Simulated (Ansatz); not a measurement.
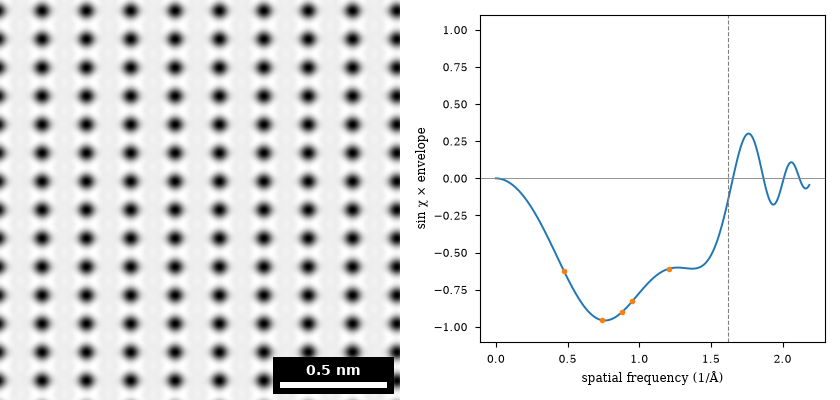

HRTEM-like image of Ru (P6_3/mmc, No. 194) along [210]. Simulated in the weak-phase-object approximation with neutral-atom potentials: 300 kV, Cs = 10 µm, defocus −53 Å (negative is underfocus), defocus spread 8 Å, aperture 1.62 1/Å. Model: a calculation's starting geometry.

The plot gives the contrast transfer function, the aperture (dashed) and the crystal's spatial frequencies that carry visible contrast (dots).

**What point resolution do these settings give, and which lattice spacings pass?**

About 0.6 Å (0.66 |Cs|^(1/4) λ^(3/4) with λ = 0.0197 Å). The spacings that carry visible contrast are {002} at 2.10 Å, {110} at 1.35 Å, {112} at 1.13 Å, {004} at 1.05 Å, {114} at 0.83 Å.

**Do the atom columns appear dark or bright, and why?**

Dark. With positive Cs and underfocus sin χ is negative over the pass band, so the strongest columns (Ru) come out darker than the background.
